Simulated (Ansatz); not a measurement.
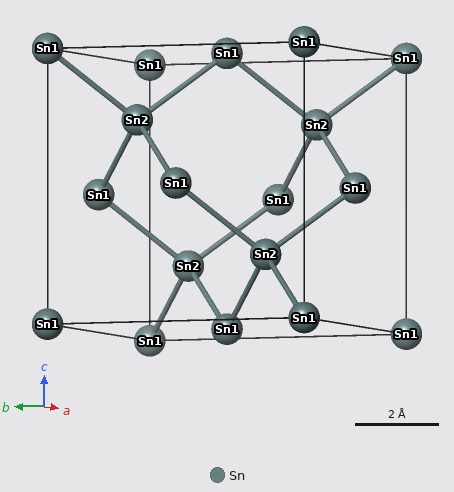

*The structure as given in the input (ball-and-stick view of the cell 4 times as large as that of the calculation, set on its symmetry axes, seen at an oblique angle; atoms are numbered from 1 in the order of the input).*

Near neighbours in the crystal (not all of them lie inside the picture): Sn has 4 Sn at 2.90 Å.

**Single-point calculation of Sn**

The run: single-point calculation of Sn (Fd-3m, 2 atoms in the cell). Method and program: DFT, PBE, plane waves, PAW, no spin polarisation (Ansatz 0.2.0).

The structure derives from an entry of the Crystallography Open Database. Figures and captions count atoms from 1; the log counts them from 0 in places.

What the program printed
```
scf.n_extra_bands = 6 over 14 filled bands (N_el = 28.0): the run solves 20 bands
Engine: ansatz 0.2.0, aarch64-unknown-linux-gnu
Pseudopotentials: kind: paw
Pseudopotential: Sn, paw, valence charge 14, recommended cutoff 420 eV (normal), Sn.paw.azcp
Functional definition: PBE
  parameter kappa = 0.804
  parameter beta = 0.06672455060314922
  exchange = pbe_x(kappa = kappa, mu = beta*pi^2/3)
  correlation = pbe_c(beta = beta)
Crystal: 2 atoms, lattice volume = 75.117 Å³
Basis set: ecut = 420 eV, 1459 PW (Γ), exchange–correlation on 64×64×64 points (8 copies of the dense FFT grid, shifted against one another)
Bands: 20, of which v1, the nominal top of the filled ones, is band 14 counted from 1 (13 counted from 0)
Symmetry: 48 space group operations
Space group: Fd-3m (ITA 227), of the structure as read, at distance tolerance 4.2e-5 Å
k-points: 8 of 64
Non-local potential: Sn, projectors of the file, l = 0: 2, l = 1: 2, l = 2: 2, l = 3: 2
PAW form: soft (Blöchl's): semilocal exchange-correlation on the pseudo side does not see the compensation charge
PAW one-centre angular grid: Sn, 590 points (default); XC on 64 Gauss nodes
Initial density: superposition of atomic densities (neutral atoms: chi_scale 0, normalization atom), corrected by the library's trained network
Initial wavefunctions: pseudopotential atomic-orbital guess
Functional: x = pbe(κ = 0.804, μ = 0.2195149727645171), c = pbe(β = 0.06672455060314922)
SCF iter   1: F=—  HF=-12048.275459 eV  |F-HF|=—  |Δ(HF+E_count)|=         —  Δρ=6.25e-4  dr2=1.00e-4  ethr=1.77e-3  ⟨swp⟩=5.8  Hψ=821  notcnv=0
preconditioner: auto → Kerker (q_TF=auto, 2.315 Å⁻¹)  [metal: Δε(μ)=0.403 eV  Ē_g=21.215 eV  σ=0.150 eV  W_gap=0.44  n_scr=14 (ndim 8)  ℏωp=22.7 eV  f_vac=0.125  D(μ)=0.64/eV (n_scr^D=0)]
SCF iter   2: F=—  HF=-12048.274535 eV  |F-HF|=—  |Δ(HF+E_count)|=   9.24e-4  Δρ=4.43e-4  dr2=1.31e-4  ethr=3.58e-7  ⟨swp⟩=2.2  Hψ=346  notcnv=0
SCF iter   3: F=—  HF=-12048.274564 eV  |F-HF|=—  |Δ(HF+E_count)|=   2.94e-5  Δρ=2.96e-4  dr2=5.82e-5  ethr=3.58e-7  ⟨swp⟩=2.5  Hψ=278  notcnv=0
SCF iter   4: F=—  HF=-12048.274627 eV  |F-HF|=—  |Δ(HF+E_count)|=   6.28e-5  Δρ=1.09e-4  dr2=4.61e-6  ethr=2.08e-7  ⟨swp⟩=2.0  Hψ=276  notcnv=0
SCF iter   5: F=—  HF=-12048.274653 eV  |F-HF|=—  |Δ(HF+E_count)|=   2.57e-5  Δρ=9.66e-5  dr2=4.60e-6  ethr=1.65e-8  ⟨swp⟩=2.0  Hψ=279  notcnv=0
SCF iter   6: F=—  HF=-12048.274651 eV  |F-HF|=—  |Δ(HF+E_count)|=   2.09e-6  Δρ=4.29e-5  dr2=9.41e-7  ethr=1.64e-8  ⟨swp⟩=2.8  Hψ=273  notcnv=0
SCF iter   7: F=—  HF=-12048.274651 eV  |F-HF|=—  |Δ(HF+E_count)|=   7.98e-8  Δρ=3.16e-5  dr2=5.10e-7  ethr=3.36e-9  ⟨swp⟩=2.0  Hψ=275  notcnv=0
SCF iter   8: F=—  HF=-12048.274651 eV  |F-HF|=—  |Δ(HF+E_count)|=   1.18e-7  Δρ=2.34e-5  dr2=2.81e-7  ethr=1.82e-9  ⟨swp⟩=1.0  Hψ=160  notcnv=0
SCF iter   9: F=-12048.274650 eV  HF=-12048.274650 eV  |F-HF|=8.50e-8  |Δ(HF+E_count)|=   1.23e-7  Δρ=1.21e-5  dr2=7.40e-8  ethr=3.57e-10  ⟨swp⟩=6.0  Hψ=946  notcnv=0
SCF 1 converged in 9 iterations: F = -12048.274650 eV  dr2 = 7.40e-8
  greatest PAW one-centre occupation: 0.990 electrons in one spin orbital (limit 2), on the Sn atom at site 1 (counted from 0), in its partial waves of l = 2
NSCF: frozen V_eff on 86 k-points
NSCF: frozen V_eff on 16 k-points
SCF converged after 9 iterations
Free energy (F): -12048.274650 eV
Harris-Foulkes:  -12048.274650 eV  (|F-HF|=8.50e-8)
Internal energy: -12048.223342 eV  (E = F + TS)
E sigma→0 (E₀):  -12048.248996 eV
Entropy (-TS):   -0.051309 eV (-25.654 meV/atom)
Fermi energy:    6.530519 eV
--- Per-component energies (eV) ---
  E_band       = -274.316044
  E_kinetic    = 373.028000
  E_local      = -2418.816352  (includes V_loc(G=0)·N_el)
  E_nonlocal   = -64.205197
  E_hartree    = 1370.186724
  E_xc         = -763.418256
  E_vxc        = -190.038092  (∫ρ·V_xc dr)
  E_paw        = -8275.101470  (= ΣΔE_a)
  E_vpaw       = -714.675037  (= ΣTr[D̂ρ^β])
  E_aug_tail   = -0.000001  (compensation charges beyond the density's cutoff)
  E_ewald      = -2269.896789
  E_smearing   = -0.051309  (= −TS)
  E_closure    = 0.000000  (closes the sum)
  Σ components = -12048.274650   (vs F -12048.274650, Δ=0.00e0)
--- Forces (eV/Å), atoms counted from 1 ---
  atom   1  Sn    -0.00000000    -0.00000000    -0.00000000
  atom   2  Sn    -0.00000000    -0.00000000    -0.00000000
  max |Σ_I F_I| component: 9.25e-18 eV/Å
--- Stress (GPa, compression-positive) ---
       -0.000305       0.000000      -0.000000
        0.000000      -0.000305       0.000000
        0.000000      -0.000000      -0.000305
  P = ⅓ Tr σ = -0.0003 GPa (-0.003 kbar)
--- Band table (eV; the first three rows and the last of 8) ---
  k-point 0: bands = ["-14.7961", "-14.7961", "-14.7961", "-14.7494", "-14.7494", "-14.5088", "-14.5088", "-14.5086", "-14.5086", "-14.5086", "-3.2962", "5.4407", "6.7951", "6.7951", "6.7951", "8.8421", "8.8421", "8.8421", "11.6707", "14.4260"]
  k-point 1: bands = ["-14.8158", "-14.8158", "-14.7854", "-14.7192", "-14.7192", "-14.5471", "-14.5471", "-14.5214", "-14.4769", "-14.4769", "-2.7668", "2.7257", "6.1336", "6.1336", "6.8787", "9.6678", "9.6678", "10.8564", "12.9613", "13.4804"]
  k-point 2: bands = ["-14.8244", "-14.8244", "-14.7740", "-14.7026", "-14.7026", "-14.5607", "-14.5607", "-14.5350", "-14.4673", "-14.4673", "-1.8555", "0.7328", "5.7258", "5.7258", "6.5337", "9.8849", "9.8849", "12.4057", "14.7620", "14.8326"]
  k-point 7: bands = ["-14.8494", "-14.8494", "-14.6855", "-14.6855", "-14.6336", "-14.6336", "-14.6000", "-14.6000", "-14.4391", "-14.4391", "-0.4606", "-0.4606", "4.0394", "4.0394", "9.8493", "9.8493", "10.7057", "10.7057", "15.2067", "15.2067"]
--- Löwdin populations: 2 sites ---
  site symbol       q [e]
     0     Sn     13.9768
     1     Sn     13.9768
  spilling = 0.001654 (of n_electrons = 28.000000)
--- Bader charges: 2 sites ---
  site symbol  charge [e]  shift [e]
     0     Sn      0.0000     0.0000
     1     Sn      0.0000     0.0000
  estimated error of the sums over rays = 4.8e-5 e
```

File bader_charges.tsv
```
# site	symbol	x_ang	y_ang	z_ang	partial_charge_e	electrons	volume_ang3	relative_density_drop	shared_charge_e	partial_wave_shift_e
# quadrature_error_electrons = 4.8e-5
0	Sn	0.0000	0.0000	0.0000	0.00000	50.00000	37.56	-	0.00000	0.00000
1	Sn	1.6745	1.6745	1.6745	0.00000	50.00000	37.56	-	0.00000	0.00000
```

The run was set up as follows.

The input
```yaml
crystal:
  lattice:
    - [0.0, 3.3489021537, 3.3489021537]
    - [3.3489021537, 0.0, 3.3489021537]
    - [3.3489021537, 3.3489021537, 0.0]
  atoms:
    - { symbol: Sn, position: [0.0, 0.0, 0.0] }
    - { symbol: Sn, position: [0.25, 0.25, 0.25] }
basis:
  ecutwfc: 420
kpoints:
  mp_grid: { grid: [4, 4, 4] }
  band_path:
    path:
      - [[0.0, 0.0, 0.0], [0.5, 0.0, 0.5], [0.625, 0.25, 0.625]]
      - [[0.375, 0.375, 0.75], [0.0, 0.0, 0.0], [0.5, 0.5, 0.5], [0.5, 0.25, 0.75], [0.5, 0.0, 0.5]]
    npoints: 14
hamiltonian:
  xc: pbe
scf:
  occupations: { method: fermi_dirac, width: 0.15 }
  n_extra_bands: 6
output:
  forces: true
  stress: true
  eigenvalues: true
  populations: true
  dos: { projected: true, de: 0.02, nscf_kmesh: { grid: [6, 6, 6] } }
  bader: true
  write_density: true
  write_potential: true
  elf: true
  volumetric_format: npy
```

Command:
```bash
ansatz run input.yaml --threads 1 --pin off --max-ram 2560MiB --backend cpu --events-out ev --progress --plain --runs-dir out
```

Summary

```json
{"quantity": "outcome", "value": "converged"}
{"quantity": "space group (tolerance 0.01 Å)", "value": "Fd-3m (227)"}
{"quantity": "electrons treated", "value": "28"}
{"quantity": "free energy", "value": "−12048.2747 eV"}
{"quantity": "Fermi energy", "value": "6.531 eV"}
{"quantity": "gap on the k-point mesh", "value": "none (metallic)"}
{"quantity": "pressure", "value": "0.00 GPa"}
{"quantity": "largest force (length of the vector)", "value": "under 0.001 eV/Å"}
{"quantity": "hardware", "value": "1 thread of Arm Neoverse V1, 24 GiB of memory available, shared host"}
{"quantity": "wall time", "value": "19 s"}
{"quantity": "peak memory", "value": "0.31 GiB"}
```

Notes

These settings are looser than, or depart from, a standard set-up, so the numbers are not reference values for this system. Results for this metal are sensitive to the k-point mesh.
